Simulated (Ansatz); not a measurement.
# MgO (Fm-3m):V_O, thermodynamic levels from a 32-atom cell

Aim: at which Fermi levels does V_O in MgO (Fm-3m) change its charge? The model is a cell of 32 host atoms with 1 O taken out.

Main program and level: Ansatz 0.2.0; place-levels on PBEsol runs: charge-transition levels and formation energies with image-charge correction and potential alignment at the atomic sites; PAW set soft_1.

**Measured values to reproduce.**

For MgO, rocksalt (bulk crystal), “Electronic structure of alkaline earth and post-transition metal oxides” (2009, arxiv:0908.1581) quotes earlier work: band gap (literature experimental gap) 7.83 eV [Literature value based on experiment; other listed experimental values range from 7.7 to …].

Report form: the programs' logs are mostly left out.

## Step 1: The starting structure

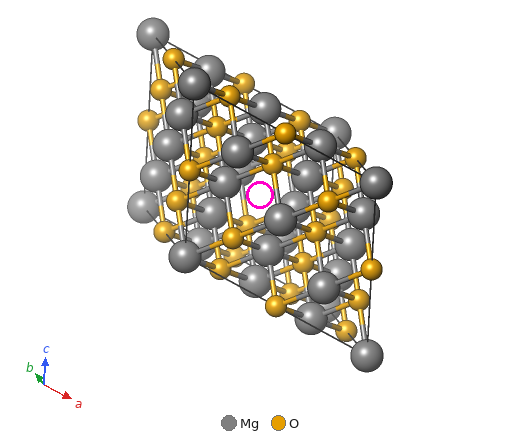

The starting structure, seen slightly off an axis (magnesium grey, oxygen orange). A ring marks the centre wherever it is empty. Some periodic images of atoms are drawn too.

The cell holds 31 atoms: 16 Mg and 15 O. Cell: a = 7.300 Å, b = 7.300 Å, c = 7.300 Å, α = 109.5°, β = 109.5°, γ = 109.5°. It derives from MgO (space group Fm-3m). Nearest the centre at fractional (0.500, 0.500, 0.500): Mg7 at 2.11 Å, Mg6 at 2.11 Å, Mg12 at 2.11 Å, Mg10 at 2.11 Å, Mg16 at 2.11 Å, Mg15 at 2.11 Å, O30 at 2.98 Å, O31 at 2.98 Å.

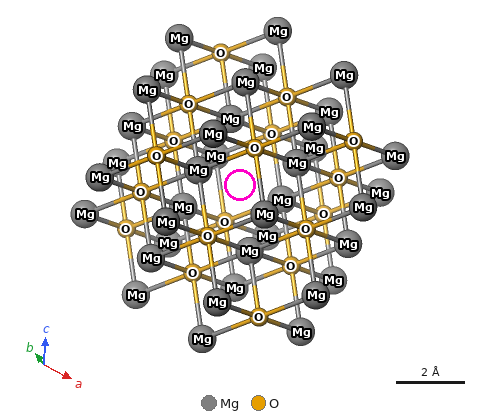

The atoms within 5 Å of the centre. A ring marks the centre wherever it is empty.

Known beforehand: the electronic dielectric constant, 3.24, and the static one, 10.37, from a response run on this crystal (DFPT, PBEsol) at that run's own cell.

The cell's shortest repeat is 7.3 Å.

## Step 2: Charge states

A transition level is the Fermi level at which two charge states cost the same, so each charge needs its own total energy, at its own relaxed structure.

Random displacements of about 0.04 Å break the site symmetry at the start, so that the relaxation can reach a distorted minimum if there is one. Forces are taken at one point at (¼, ¼, ¼). The cell holds 1 electron fewer than the neutral one, with a uniform background that keeps it neutral on the whole. The electron count is odd, so at least one spin is unpaired; this run locks the moment at 1 μB.

One state's input; the others differ in charge, spin, start and seed, and in occupations where the table says so.

Contents of qp1_M1.relax/input.yaml:

```yaml
crystal:
  lattice:
    - [-4.21486569, 4.21486569, 4.21486569]
    - [4.21486569, -4.21486569, 4.21486569]
    - [4.21486569, 4.21486569, -4.21486569]
  atoms:
    - { symbol: Mg, position: [0.0, 0.0, 0.0] }
    - { symbol: Mg, position: [0.0, 0.25, 0.75] }
    - { symbol: Mg, position: [0.0, 0.5, 0.5] }
    - { symbol: Mg, position: [0.0, 0.75, 0.25] }
    - { symbol: Mg, position: [0.25, 0.0, 0.75] }
    - { symbol: Mg, position: [0.25, 0.25, 0.5] }
    - { symbol: Mg, position: [0.25, 0.5, 0.25] }
    - { symbol: Mg, position: [0.25, 0.75, 0.0] }
[... 20 atom lines left out ...]
    - { symbol: O, position: [0.75, 0.0, 0.75] }
    - { symbol: O, position: [0.75, 0.25, 0.5] }
    - { symbol: O, position: [0.75, 0.5, 0.25] }
    - { symbol: O, position: [0.75, 0.75, 0.0] }
  supercell: [1, 1, 1]
  defects: [{ vacancy: 26 }]
total_charge: 1
basis:
  ecutwfc: 420
  xc_grid: 2
hamiltonian:
  xc: pbesol
  pseudopotentials: { kind: paw, azcp: { folder: soft_1 }, xc_functional: pbe }
kpoints:
  mp_grid: { grid: [1, 1, 1], shift: [0.25, 0.25, 0.25] }
magnetization:
  spin_polarized: true
  initial_magnetization: 1
  spin_locking: { lock_magnetization: hard }
scf:
  occupations: { method: fixed }
  max_iter: 100
output:
  forces: true
  charged_corrections:
    epsilon: 3.24
    static_epsilon: 10.37
    defect_position: [0.5, 0.5, 0.5]
relax:
  f_tol: 0.02
  max_steps: 60
  random_displacement: { amplitude: 0.04, seed: 9453 }
checkpoint:
  write: "../qp1_M1.relax.run"
  compress: false
  write_wavefunctions: true
  write_every: 100000
```

The run is started by

```console
> ansatz run input.yaml --threads 8 --pin off --max-ram 18841MiB --backend cpu --events-out ev --progress --plain --runs-dir out
```

Defect states can disperse in a cell of this size, so the energy is taken again at a 2×2×2 shifted mesh, on the relaxed structure.

The run of this state that the levels use, under PBEsol:

Contents of qp1_M1.mesh/input.yaml:

```yaml
crystal:
  checkpoint: "../qp1_M1.relax.run"
  host: checkpoint
total_charge: 1
basis:
  ecutwfc: 420
  xc_grid: 2
hamiltonian:
  xc: pbesol
  pseudopotentials: { kind: paw, azcp: { folder: soft_1 }, xc_functional: pbe }
kpoints:
  mp_grid: { grid: [2, 2, 2], shift: [0.5, 0.5, 0.5] }
magnetization:
  spin_polarized: true
  initial_magnetization: 1
  spin_locking: { lock_magnetization: hard }
scf:
  occupations: { method: fixed }
  max_iter: 100
output:
  forces: true
  charged_corrections:
    epsilon: 3.24
    static_epsilon: 10.37
    defect_position: [0.5, 0.5, 0.5]
  eigenvalues: true
checkpoint:
  read: "../qp1_M1.relax.run"
  write: "../qp1_M1.mesh.run"
  compress: false
  write_wavefunctions: false
  write_every: 100000
```

Relaxations under PBEsol at one point at (¼, ¼, ¼); times on 8 threads of Arm Neoverse V2, shared host:

```
charge  moment (μB)  occupations    outcome  steps  largest displacement against the far atoms (Å)   time
     0            0        fixed  converged      4                                            0.01  3.4 s
    +1            1        fixed  converged      5                                            0.09  7.3 s
```

Single points under PBEsol at a 2×2×2 shifted mesh; times on 8 threads of Arm Neoverse V2, shared host:

```
charge  moment (μB)  occupations    outcome   time
     0            0        fixed  converged  3.8 s
    +1            1        fixed  converged  7.9 s
```

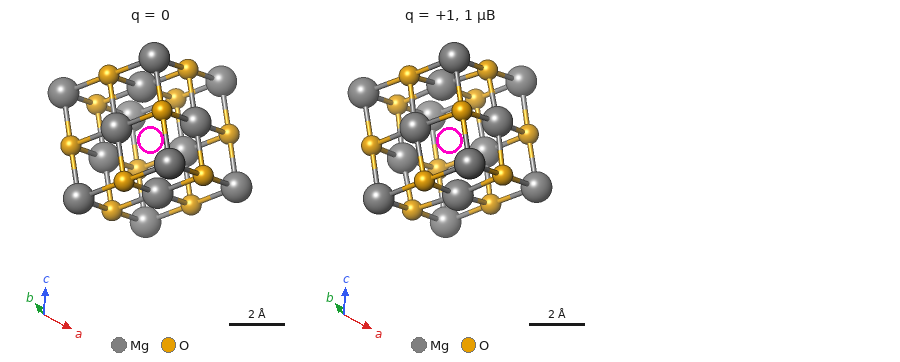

The structures near the centre after relaxation with PBEsol, by charge. A ring marks the centre wherever it is empty.

Distances (Å) from the ideal centre to the nearest atoms after relaxation with PBEsol:

```
charge  moment (μB)       1.       2.       3.       4.       5.       6.
     0            0  Mg 2.11  Mg 2.11  Mg 2.11  Mg 2.12  Mg 2.12  Mg 2.12
    +1            1  Mg 2.18  Mg 2.19  Mg 2.19  Mg 2.20  Mg 2.20  Mg 2.20
```

## Step 3: Placing the levels, PBEsol, the zone centre alone

The energy is taken again at the zone centre alone, on the same structure.

qp1_M1.gamma/input.yaml, as its differences from qp1_M1.mesh/input.yaml of step 2:

```diff
@@ -11,3 +11,3 @@
 kpoints:
-  mp_grid: { grid: [2, 2, 2], shift: [0.5, 0.5, 0.5] }
+  mp_grid: { grid: [1, 1, 1] }
 magnetization:
@@ -28,3 +28,3 @@
   read: "../qp1_M1.relax.run"
-  write: "../qp1_M1.mesh.run"
+  write: "../qp1_M1.gamma.run"
   compress: false
```

Wall time 1.6 s (8 threads of Arm Neoverse V2, shared host); peak memory 0.56 GiB; 9.8 s of CPU time.

Contents of levels.gamma.yaml:

```yaml
host:
  run: host.gamma.run
  levels_from: { run: edges.gamma.run }
states: [q0.gamma.run, qp1_M1.gamma.run]
geometry_from:
  q0.gamma.run: q0.relax.run
  qp1_M1.gamma.run: qp1_M1.relax.run
chemical_potentials:
  O:
    energy: -558.291301
    dataset: <sha256 of the dataset>
```

The run is started by

```console
> ansatz place-levels levels.gamma.yaml -- --threads 8 --pin off --max-ram 18841MiB
```

Elapsed: 0.1 s, on 8 threads.

Under PBEsol the gap is 4.62 eV, (+1/0) 2.08 eV.

## Step 4: place-levels, PBEsol, one point at (¼, ¼, ¼)

The energy is taken again at one point at (¼, ¼, ¼), on the same structure.

qp1_M1.quarter/input.yaml, as its differences from qp1_M1.gamma/input.yaml of step 3:

```diff
@@ -11,3 +11,3 @@
 kpoints:
-  mp_grid: { grid: [1, 1, 1] }
+  mp_grid: { grid: [1, 1, 1], shift: [0.25, 0.25, 0.25] }
 magnetization:
@@ -26,5 +26,11 @@
   eigenvalues: true
+  eigenstates: { localisation: true }
+  populations: true
+  efg: {}
+  write_density: true
+  write_potential: true
+  volumetric_format: npy
 checkpoint:
   read: "../qp1_M1.relax.run"
-  write: "../qp1_M1.gamma.run"
+  write: "../qp1_M1.quarter.run"
   compress: false
```

Wall time 3.2 s (8 threads); peak memory 0.75 GiB.

Contents of levels.quarter.yaml:

```yaml
host:
  run: host.quarter.run
  levels_from: { run: edges.quarter.run }
states: [q0.quarter.run, qp1_M1.quarter.run]
geometry_from:
  q0.quarter.run: q0.relax.run
  qp1_M1.quarter.run: qp1_M1.relax.run
chemical_potentials:
  O:
    energy: -558.291301
    dataset: <sha256 of the dataset>
```

The run is started by

```console
> ansatz place-levels levels.quarter.yaml -- --threads 8 --pin off --max-ram 18841MiB
```

Wall time 0.11 s (8 threads).

Under PBEsol the gap is 4.62 eV, (+1/0) 2.57 eV; the stage before (PBEsol, at other k-points) gave a gap of 4.62 eV and levels within 0.49 eV of these.

## Step 5: place-levels, PBEsol, a 2×2×2 shifted mesh

A charged cell interacts with its images and the background, and its potential has another zero than the host's. place-levels removes the first by a point-charge model, screened by the static dielectric constant since the ions have relaxed around the charge, and the second by comparing potentials at atoms far from the defect.

The host is a run of the defect-free crystal in the same cutoffs, grids and k-points, so that basis and sampling errors cancel in part in the differences. Its band edges come from a run of the primitive cell that searches the zone for them. Chemical potentials are energies per atom of O (O2 molecule), run with the same functional and cutoff.

Contents of levels.mesh.yaml:

```yaml
host:
  run: host.mesh.run
  levels_from: { run: edges.mesh.run }
states: [q0.mesh.run, qp1_M1.mesh.run]
geometry_from:
  q0.mesh.run: q0.relax.run
  qp1_M1.mesh.run: qp1_M1.relax.run
chemical_potentials:
  O:
    energy: -558.291301
    dataset: <sha256 of the dataset>
```

The run is started by

```console
> ansatz place-levels levels.mesh.yaml -- --threads 8 --pin off --max-ram 18841MiB
```

Elapsed: 0.1 s, on 8 threads.

Under PBEsol the gap is 4.62 eV, (+1/0) 2.56 eV; the stage before (PBEsol, at other k-points) gave a gap of 4.62 eV and levels within 0.01 eV of these.

Levels between the charges placed, in eV above the valence top:

```
        gap (eV)  (+1/0)
PBEsol      4.62    2.56
```

Corrections by state:

```
charge  moment (μB)  image terms and alignment (eV)  band filling (eV)  ε used  over the lowest of its charge, as the program ranks them, band filling apart (eV)
    +1          1.0                           0.031                  -   10.37                                                                              0.000
     0          0.0                           0.000                  -       -                                                                              0.000
```

From the program's caveats on the states, each cut to its opening words:

- charge +1 (1 μB): how wide its charge is, is not read beside other atoms or cores, and a band state would take no correction
- charge +1 (1 μB): its alignment with the host at atomic sites is doubtful: the mean over the far sites moves by +0.2609 eV from their farther parts to their nearer, more than [...]

The host's formation energy from the elements is -2.764 eV per atom; it sets how far the chemical potentials can move.

Limit set by the element alone; other compounds of these elements are not counted. Chemical potentials from the elements' reference states: Mg 0.00 eV, O -5.53 eV. Formation energies (Mg-rich), with the Fermi level at the valence top and at the conduction bottom (gap 4.62 eV):

```
charge  at valence top (eV)  at conduction bottom (eV)  correction included (eV)
    +1                -1.30                       3.32                      0.03
     0                 1.26                       1.26                      0.00
```

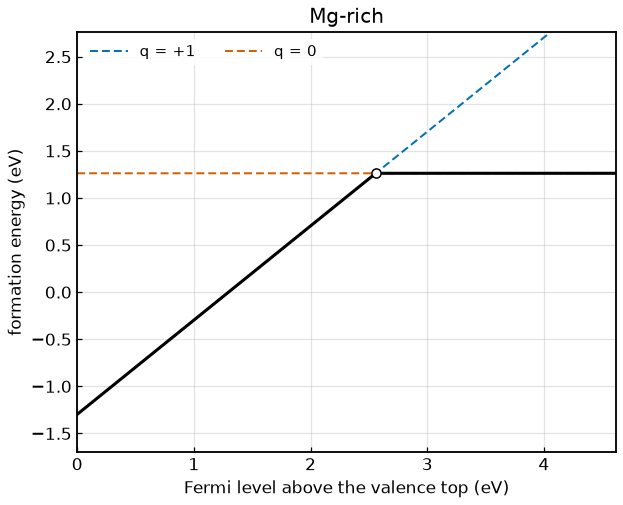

Formation energy against Fermi level; the thick line follows the lowest charge state and circles mark the transition levels.

Limit set by the element alone; other compounds of these elements are not counted. Chemical potentials from the elements' reference states: O 0.00 eV, Mg -5.53 eV. Formation energies (O-rich), with the Fermi level at the valence top and at the conduction bottom (gap 4.62 eV):

```
charge  at valence top (eV)  at conduction bottom (eV)  correction included (eV)
    +1                 4.23                       8.85                      0.03
     0                 6.79                       6.79                      0.00
```

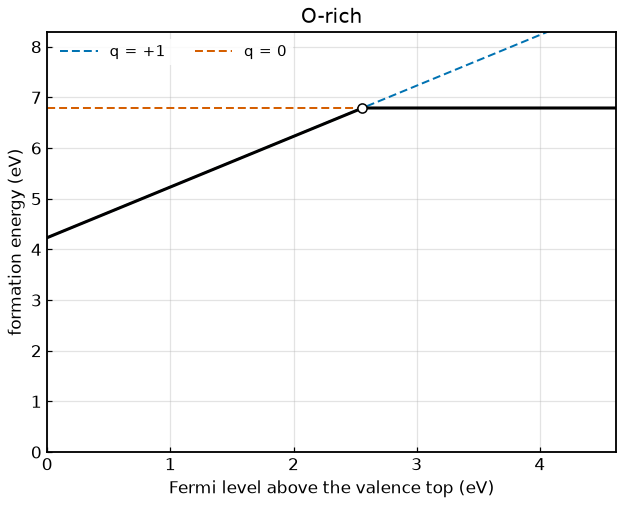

Formation energy against Fermi level; the thick line follows the lowest charge state and circles mark the transition levels.

## Step 6: The ladder

Levels between neighbouring charges, in eV above each run's own valence top:

```
                            gap (eV)  (+1/0)  CPU time a state at this stage (restarts are quicker than cold starts)
 PBEsol, zone centre alone      4.62    2.08                                                                   7.2 s
         PBEsol, (¼, ¼, ¼)      4.62    2.57                                                                    13 s
PBEsol, 2×2×2 shifted mesh      4.62    2.56                                                                    44 s
```

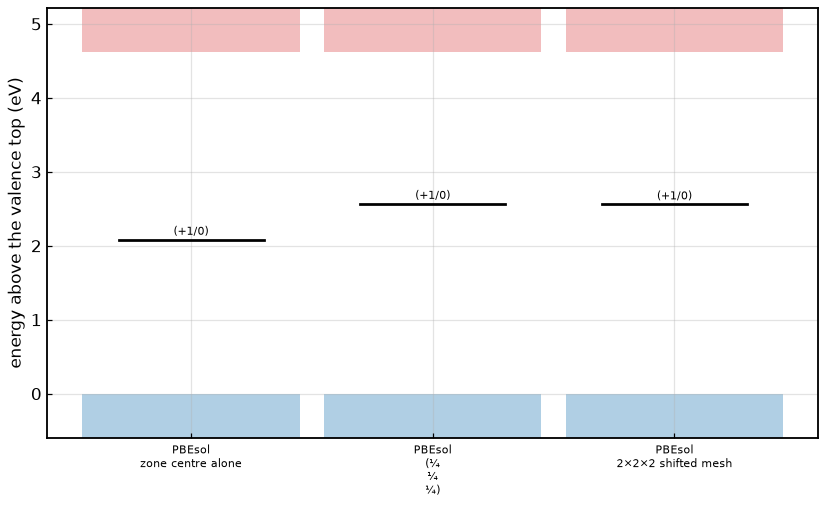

Levels between stable charges at each rung, each against its own band edges (shaded).

## Step 7: What came out

```yaml
gap_of_the_host: 4.62 eV (PBEsol)
level_plus_1_over_0: 2.56 eV above the valence top
lowest_of_the_charges_placed_just_above_the_valence_top_0p02_ev: +1
lowest_of_the_charges_placed_just_below_the_conduction_bottom_0p02_ev: 0
lowest_formation_energy_at_mid_gap_of_the_charges_run_mg_rich: 1.01 eV
lowest_formation_energy_at_mid_gap_of_the_charges_run_o_rich: 6.54 eV
```

In words: Of the charges placed (0 and +1), the lowest changes at 2.56 eV (+1/0) above the valence top, in a gap of 4.62 eV. Charges above +1 and below 0 were not placed, so these runs say nothing of levels that involve them. States placed: +1 at 1 μB; 0 at 0 μB. Other spin states or structures, where not listed, weren't placed. Under PBEsol, the change of sampling (the zone centre alone against a 2×2×2 shifted mesh) moves a level by 0.48 eV, which is the scale of doubt on levels at the coarser sampling. Under PBEsol, the change of sampling (the zone centre alone against one point at (¼, ¼, ¼)) moves a level by 0.49 eV, which is the scale of doubt on levels at the coarser sampling. Levels were also placed, and are left out here, under HSE06 at 1x1x1 Gamma-centred, since its band edges were read on a mesh that can miss them; HSE06 at 1x1x1 shifted 0.25 0.25 0.25, since its band edges were read on a mesh that can miss them. The program doubts the alignment of potentials for at least one state, a sign that the cell is small. Keep in mind: the images are only 7.3 Å apart; PBEsol makes the gap too small and tends to spread out bound carriers; where a gas molecule sets a chemical potential or the host's formation energy, its binding is uncorrected.

Computed beside measured:

| quantity | measured | PBEsol |
| --- | --- | --- |
| band gap (least gap of the host) (eV) | 7.83 | 4.62 (-3.21 eV) |

Measured values from arxiv:0908.1581 (2009).

**Verdict.** The band gap is off by -3.21 eV: a clear miss. Local and semilocal functionals usually give gaps below the measured ones. Zero-point and thermal motion shift the measured gap.

[Logs are printed without paths, hosts, clocks, repeated set-up lines and the standing remarks that a program may print on its own settings, such as how far it seeks lower states.]

[Hosts, paths, dates, database ids (printed as entryN), source tags and the programs' standing remarks are cut or masked in the printed files.]

[Where a table of states has a column of steps, it counts the stored structures, which are thinned; the runs took as many ionic steps or more.]

[A defect's name tells the site on which it was built; relaxed atoms can leave that site.]

[For some hosts the program warned that the k-mesh of the response run may be too coarse for force constants and the static dielectric constant; such warnings are not shown here.]
